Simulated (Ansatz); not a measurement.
Run report: MnSi30, nudged elastic band (part 1 of 3)

System: MnSi30 (defect cell, 31 atoms in the cell).
Method: DFT PBE, scalar-relativistic, plane waves, PAW, spin-polarised (Ansatz 0.2.0).

The structure derives from a Materials Project entry. It belongs to a series of runs on one base structure; here: climbing-image band for the jump of Mn by 0.08 A. Figures and captions count atoms from 1; the log counts them from 0 in places.

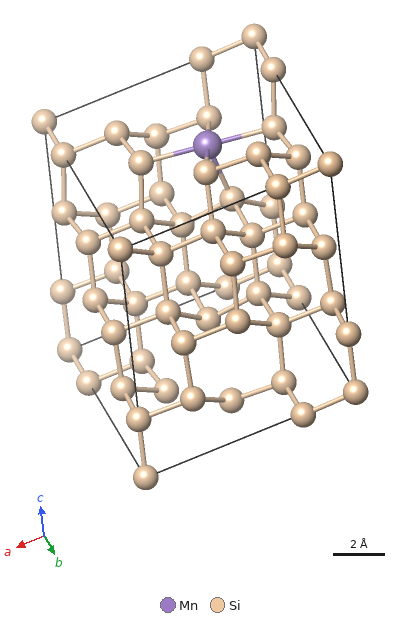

Fig. 1: The starting structure (ball-and-stick view of the cell of the calculation, seen at an oblique angle). An atom can appear more than once, as a periodic image. Near neighbours in the periodic cell (some may lie outside the picture): Mn has 6 Si at 2.74 Å; Si has 4 Si at 2.36 to 2.43 Å; Si has 1 Mn at 2.74 Å and 3 Si at 2.39 to 2.43 Å.

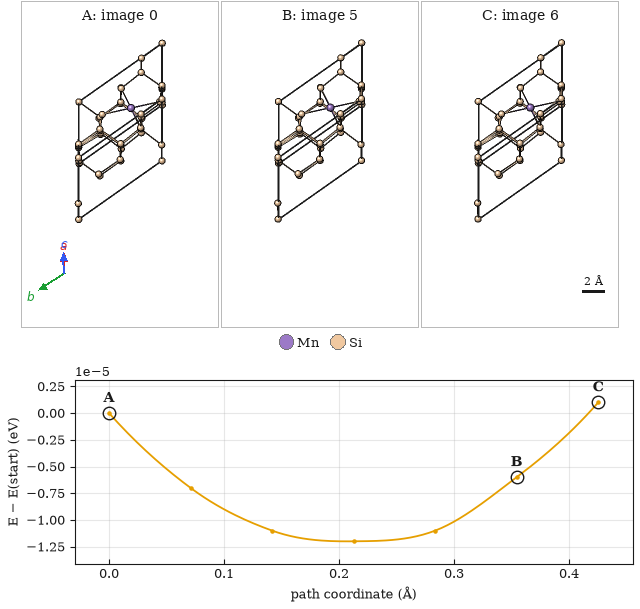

Fig. 2: Images of the last band (counted from 0; ball-and-stick, simulation cell, seen at an oblique angle) above the energy along the path; the line is a cubic interpolation that uses the forces. No image lies above both ends; the end is 0.000 eV above the start. The path is 0.43 Å long, and Si9 moves most (0.08 Å). The band converged in 1 iterations.

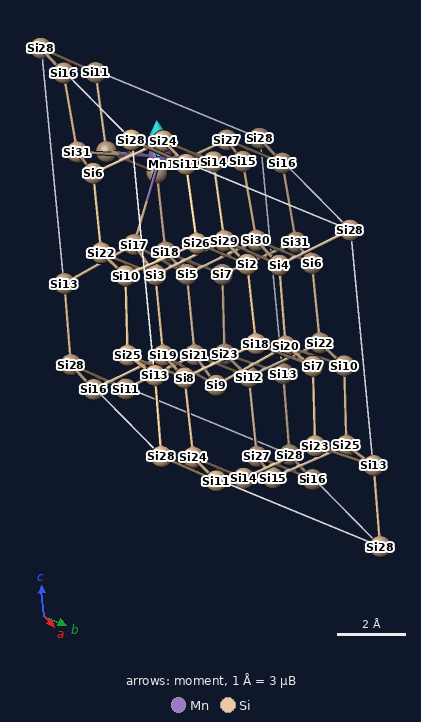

Fig. 3: Magnetic moments of the sites as teal arrows (ball-and-stick view of the cell of the calculation, seen slightly off an axis; atoms are numbered from 1 in the order of the input); small moments hardly show. The run is collinear, so the axis drawn is arbitrary. Site moments: Mn1 (3.44 μB). They are counted near the atoms and needn't add up to the moment of the cell.

The input and output of the run follow.

## Input
```yaml
crystal:
  lattice:
    - [-5.4700936587, 5.4700936587, -5.4700936587]
    - [5.4700936587, 5.4700936587, 5.4700936587]
    - [5.4700936587, -5.4700936587, -5.4700936587]
  atoms:
    - { symbol: Mn, position: [0.3710243256, 0.3710243256, 0.8710243256], spin: 3.78 }
    - { symbol: Si, position: [-0.0019858779, 0.4935399897, 0.7478158165] }
    - { symbol: Si, position: [0.4935399897, 0.2478158165, 0.4980141221] }
    - { symbol: Si, position: [0.7441104181, 0.7441104181, 0.742683167] }
    - { symbol: Si, position: [0.2478158165, 0.4935399897, 0.4980141221] }
    - { symbol: Si, position: [0.4935399897, -0.0019858779, 0.7478158165] }
    - { symbol: Si, position: [0.0022275989, 0.7580724288, 0.5022275989] }
    - { symbol: Si, position: [0.7441104181, 0.242683167, 0.2441104181] }
    - { symbol: Si, position: [0.4888581787, 0.4888581787, 0.2164724903] }
    - { symbol: Si, position: [0.7580724288, 0.0022275989, 0.5022275989] }
    - { symbol: Si, position: [-0.0019858779, 0.2478158165, -0.0064600103] }
    - { symbol: Si, position: [0.242683167, 0.7441104181, 0.2441104181] }
    - { symbol: Si, position: [0.0022275989, 0.0022275989, 0.2580724288] }
    - { symbol: Si, position: [0.7164724903, 0.4888581787, -0.0111418213] }
    - { symbol: Si, position: [0.4888581787, 0.7164724903, -0.0111418213] }
    - { symbol: Si, position: [0.2478158165, -0.0019858779, -0.0064600103] }
    - { symbol: Si, position: [0.2529416699, 0.2529416699, 0.5253165009] }
    - { symbol: Si, position: [-0.0020715887, 0.4993036936, 0.4979284113] }
    - { symbol: Si, position: [0.494192458, 0.2484302021, 0.2440133781] }
    - { symbol: Si, position: [0.7396233317, 0.7396233317, 0.4837362435] }
    - { symbol: Si, position: [0.2484302021, 0.494192458, 0.2440133781] }
    - { symbol: Si, position: [0.4993036936, -0.0020715887, 0.4979284113] }
    - { symbol: Si, position: [-0.0162637565, 0.7396233317, 0.2396233317] }
    - { symbol: Si, position: [0.7440133781, 0.2484302021, -0.005807542] }
    - { symbol: Si, position: [0.7396233317, -0.0162637565, 0.2396233317] }
    - { symbol: Si, position: [0.0253165009, 0.2529416699, 0.7529416699] }
    - { symbol: Si, position: [0.2484302021, 0.7440133781, -0.005807542] }
    - { symbol: Si, position: [-0.0020715887, -0.0020715887, -0.0006963064] }
    - { symbol: Si, position: [0.7440133781, 0.494192458, 0.7484302021] }
    - { symbol: Si, position: [0.494192458, 0.7440133781, 0.7484302021] }
    - { symbol: Si, position: [0.2529416699, 0.0253165009, 0.7529416699] }
basis:
  ecutwfc: 420
  xc_grid: 2
kpoints:
  mp_grid: { grid: [2, 2, 2], shift: [0.5, 0.5, 0.5] }
hamiltonian:
  xc: pbe
scf:
  occupations: { method: gaussian, width: 0.02 }
output:
  forces: true
magnetization:
  spin_polarized: true
neb:
  images: 5
  f_tol: 0.05
  max_iterations: 70
  order_check: false
  final_atoms:
    - { symbol: Mn, position: [0.3789771002, 0.3789771002, 0.8789771002] }
    - { symbol: Si, position: [0.0059864256, 0.5015696895, 0.7558073421] }
    - { symbol: Si, position: [0.5015696895, 0.2558073421, 0.5059864256] }
    - { symbol: Si, position: [0.7520714504, 0.7520714504, 0.7506964411] }
    - { symbol: Si, position: [0.2558073421, 0.5015696895, 0.5059864256] }
    - { symbol: Si, position: [0.5015696895, 0.0059864256, 0.7558073421] }
    - { symbol: Si, position: [0.0103764058, 0.7662631523, 0.5103764058] }
    - { symbol: Si, position: [0.7520714504, 0.2506964411, 0.2520714504] }
    - { symbol: Si, position: [0.4970589382, 0.4970589382, 0.2246851444] }
    - { symbol: Si, position: [0.7662631523, 0.0103764058, 0.5103764058] }
    - { symbol: Si, position: [0.0059864256, 0.2558073421, 0.0015696895] }
    - { symbol: Si, position: [0.2506964411, 0.7520714504, 0.2520714504] }
    - { symbol: Si, position: [0.0103764058, 0.0103764058, 0.2662631523] }
    - { symbol: Si, position: [0.7246851444, 0.4970589382, -0.0029410618] }
    - { symbol: Si, position: [0.4970589382, 0.7246851444, -0.0029410618] }
    - { symbol: Si, position: [0.2558073421, 0.0059864256, 0.0015696895] }
    - { symbol: Si, position: [0.261141383, 0.261141383, 0.5335260393] }
    - { symbol: Si, position: [0.0058893372, 0.5073164828, 0.5058893372] }
    - { symbol: Si, position: [0.5021840654, 0.2564600178, 0.2519859085] }
    - { symbol: Si, position: [0.7477727473, 0.7477727473, 0.4919282186] }
    - { symbol: Si, position: [0.2564600178, 0.5021840654, 0.2519859085] }
    - { symbol: Si, position: [0.5073164828, 0.0058893372, 0.5058893372] }
    - { symbol: Si, position: [-0.0080717814, 0.7477727473, 0.2477727473] }
    - { symbol: Si, position: [0.7519859085, 0.2564600178, 0.0021840654] }
    - { symbol: Si, position: [0.7477727473, -0.0080717814, 0.2477727473] }
    - { symbol: Si, position: [0.0335260393, 0.261141383, 0.761141383] }
    - { symbol: Si, position: [0.2564600178, 0.7519859085, 0.0021840654] }
    - { symbol: Si, position: [0.0058893372, 0.0058893372, 0.0073164828] }
    - { symbol: Si, position: [0.7519859085, 0.5021840654, 0.7564600178] }
    - { symbol: Si, position: [0.5021840654, 0.7519859085, 0.7564600178] }
    - { symbol: Si, position: [0.261141383, 0.0335260393, 0.761141383] }
```

Command:
```bash
ansatz run input.yaml --threads 4 --pin off --max-ram 10240MiB --backend cpu --events-out ev --progress --plain --runs-dir out
```

## The program's output
```
Warning: neb: disabling space-group detection — the band's intermediate images generally break the endpoint symmetry, so no spatial operation reduces the k-mesh or symmetrises the density, except that a semilocal band can use its path's symmetry ahead of convergence; time reversal is kept, so that k and −k are solved as one point where they differ and the mesh holds both, and exact exchange and, on two spinor components, a DFT+U term hold to it where the run has them: on two components no moment then forms, and a state that bears one, which a typed moment (crystal.atoms[].spin; refused beside efield: under a hybrid functional) reaches, can lie lower, under hf by electronvolts; crystal.symmetry.detect: false (a key that needs symmetry detection or time reversal refuses this as the deck is read) with time_reversal: false beside it drops time reversal too
Engine: ansatz 0.2.0, aarch64-unknown-linux-gnu
Pseudopotentials: kind: paw
Pseudopotential: Mn, paw, valence charge 15, recommended cutoff 420 eV (normal), Mn.paw.azcp
Pseudopotential: Si, paw, valence charge 4, recommended cutoff 420 eV (normal), Si.paw.azcp
Functional definition: PBE
  parameter kappa = 0.804
  parameter beta = 0.06672455060314922
  exchange = pbe_x(kappa = kappa, mu = beta*pi^2/3)
  correlation = pbe_c(beta = beta)
parallel-image band execution: 2 concurrent image workers
NEB image 0
Crystal: 31 atoms, lattice volume = 654.703 Å³
Basis set: ecut = 420 eV, 12839 PW (Γ), exchange–correlation on 128×128×128 points (8 copies of the dense FFT grid, shifted against one another)
Bands: 101, of which v1, the nominal top of the filled ones, is band 68 counted from 1 (67 counted from 0)
Symmetry: 1 space group operations
k-points: 4 of 8 (time reversal used)
Non-local potential: Mn, projectors of the file, l = 0: 3, l = 1: 2, l = 2: 3, l = 3: 1
Non-local potential: Si, projectors of the file, l = 0: 2, l = 1: 2, l = 2: 2
PAW form: soft (Blöchl's): semilocal exchange-correlation on the pseudo side does not see the compensation charge
PAW one-centre angular grid: Mn, 590 points (default); XC on 64 Gauss nodes
PAW one-centre angular grid: Si, 110 points (default); XC on 64 Gauss nodes
Initial density: superposition of atomic densities (chi_scale 0.1, normalization cell)
Starting moments: Σ|m| = 3.78 μB on 1 of 31 sites
Initial wavefunctions: pseudopotential atomic-orbital guess
Functional: x = pbe(κ = 0.804, μ = 0.2195149727645171), c = pbe(β = 0.06672455060314922)
SCF iter   1: F=—  HF=-22970.788231 eV  |F-HF|=—  |Δ(HF+E_count)|=         —  Δρ=2.20e-2 (↑2.09e-2 ↓2.20e-2)  dr2=1.06e1  dr2_m=1.55e-1  M=3.500 μB ∫|m|=4.132 μB  β_m=1.00  ethr=3.10e-3  ⟨swp⟩=6.9  Hψ=3820  notcnv=0  defer=51
preconditioner: auto → Resta (q_TF=auto, 2.097 Å⁻¹)  ε∞=5.8  [insulator: Δε(μ)=0.083 eV  Ē_g=7.472 eV  σ=0.020 eV  W_gap=0.67  n_scr=86 (ndim 8)  ℏωp=16.4 eV  f_vac=0.000  D(μ)=19.28/eV (n_scr^D=140)  ε∞_Penn≈5.8]
spin=Collinear: Resta preconditioning applied to the charge; magnetization (m = ρ↑ − ρ↓) channel mixes plain (no charge-response kernel on spin).
SCF iter   2: F=—  HF=-22970.241960 eV  |F-HF|=—  |Δ(HF+E_count)|=   5.46e-1  Δρ=1.56e-2 (↑1.56e-2 ↓1.56e-2)  dr2=6.11e0  dr2_m=4.24e-3  M=3.500 μB ∫|m|=4.378 μB  β_m=1.00  ethr=3.10e-3  ⟨swp⟩=2.5  Hψ=1056  notcnv=0  defer=157
SCF iter   3: F=—  HF=-22969.603305 eV  |F-HF|=—  |Δ(HF+E_count)|=   6.39e-1  Δρ=1.22e-2 (↑1.12e-2 ↓1.22e-2)  dr2=4.02e0  dr2_m=7.03e-3  M=3.500 μB ∫|m|=4.189 μB  β_m=0.30  ethr=3.10e-3  ⟨swp⟩=2.5  Hψ=842  notcnv=0  defer=157
SCF iter   4: F=—  HF=-22969.130970 eV  |F-HF|=—  |Δ(HF+E_count)|=   4.72e-1  Δρ=1.60e-3 (↑1.58e-3 ↓1.60e-3)  dr2=1.14e-1  dr2_m=5.27e-4  M=3.500 μB ∫|m|=4.339 μB  β_m=1.00  ethr=2.98e-3  ⟨swp⟩=2.5  Hψ=959  notcnv=0  defer=207
SCF iter   5: F=—  HF=-22969.154352 eV  |F-HF|=—  |Δ(HF+E_count)|=   2.34e-2  Δρ=8.66e-4 (↑8.57e-4 ↓8.66e-4)  dr2=2.45e-2  dr2_m=5.83e-5  M=3.500 μB ∫|m|=4.356 μB  β_m=1.00  ethr=8.41e-5  ⟨swp⟩=3.2  Hψ=1119  notcnv=0  defer=222
SCF iter   6: F=—  HF=-22969.175196 eV  |F-HF|=—  |Δ(HF+E_count)|=   2.08e-2  Δρ=5.22e-4 (↑5.22e-4 ↓4.92e-4)  dr2=7.86e-3  dr2_m=4.44e-5  M=3.500 μB ∫|m|=4.360 μB  β_m=0.30  ethr=1.82e-5  ⟨swp⟩=2.1  Hψ=904  notcnv=0  defer=222
Mixer restart at iter 6: flushing history
spin-set hold released at iteration 6 (site moments contracting): the magnetisation degrees of freedom join the quasi-Newton model from the next iteration; the mixer history was flushed
SCF iter   7: F=—  HF=-22969.180005 eV  |F-HF|=—  |Δ(HF+E_count)|=   4.81e-3  Δρ=4.98e-4 (↑3.78e-4 ↓4.98e-4)  dr2=4.13e-3  dr2_m=1.94e-4  M=3.500 μB ∫|m|=4.347 μB  β_m=0.64  ethr=5.82e-6  ⟨swp⟩=1.6  Hψ=646  notcnv=0  defer=222
SCF iter   8: F=—  HF=-22969.190570 eV  |F-HF|=—  |Δ(HF+E_count)|=   1.06e-2  Δρ=1.51e-3 (↑1.51e-3 ↓9.08e-4)  dr2=4.55e-2  dr2_m=6.31e-4  M=3.500 μB ∫|m|=4.349 μB  β_m=0.38  ethr=3.06e-6  ⟨swp⟩=3.0  Hψ=1198  notcnv=0  defer=222  recentre
SCF iter   9: F=—  HF=-22969.187245 eV  |F-HF|=—  |Δ(HF+E_count)|=   3.33e-3  Δρ=3.89e-4 (↑1.65e-4 ↓3.89e-4)  dr2=1.22e-3  dr2_m=3.21e-4  M=3.500 μB ∫|m|=4.322 μB  β_m=0.60  ethr=3.06e-6  ⟨swp⟩=2.6  Hψ=1241  notcnv=0  defer=219
SCF iter  10: F=—  HF=-22969.188504 eV  |F-HF|=—  |Δ(HF+E_count)|=   1.26e-3  Δρ=1.15e-4 (↑1.15e-4 ↓3.60e-5)  dr2=6.19e-5  dr2_m=3.06e-5  M=3.500 μB ∫|m|=4.306 μB  β_m=0.72  ethr=9.00e-7  ⟨swp⟩=2.0  Hψ=1272  notcnv=0  defer=219
SCF iter  11: F=—  HF=-22969.188725 eV  |F-HF|=—  |Δ(HF+E_count)|=   2.21e-4  Δρ=1.28e-5 (↑1.28e-5 ↓5.99e-6)  dr2=8.86e-7  dr2_m=3.80e-7  M=3.500 μB ∫|m|=4.301 μB  β_m=0.82  ethr=4.59e-8  ⟨swp⟩=2.1  Hψ=1198  notcnv=0  defer=219
iter 12 did not close the SCF: its close was put off for a magnetic moment that had not settled (scf_convergence_deferred on its scf_iter line)
SCF iter  12: F=-22969.188726 eV  HF=-22969.188726 eV  |F-HF|=1.04e-7  |Δ(HF+E_count)|=   5.86e-7  Δρ=3.93e-6 (↑3.93e-6 ↓3.18e-6)  dr2=5.63e-8  dr2_m=6.41e-8  M=3.500 μB ∫|m|=4.300 μB  β_m=0.91  ethr=7.41e-11  ⟨swp⟩=2.6  Hψ=2836  notcnv=0
SCF iter  13: F=-22969.188726 eV  HF=-22969.188726 eV  |F-HF|=3.76e-8  |Δ(HF+E_count)|=   1.57e-7  Δρ=1.84e-6 (↑1.11e-6 ↓1.84e-6)  dr2=6.87e-8  dr2_m=1.36e-9  M=3.500 μB ∫|m|=4.300 μB  ethr=4.17e-11  ⟨swp⟩=2.5  Hψ=2338  notcnv=0
SCF 1 converged in 13 iterations: F = -22969.188726 eV  dr2 = 6.87e-8
  greatest PAW one-centre occupation: 1.001 electrons in one spin orbital (limit 2), on the Mn atom at site 0 (counted from 0), in its partial waves of l = 1
NSCF: frozen V_eff on 4 k-points
NEB image 6
```
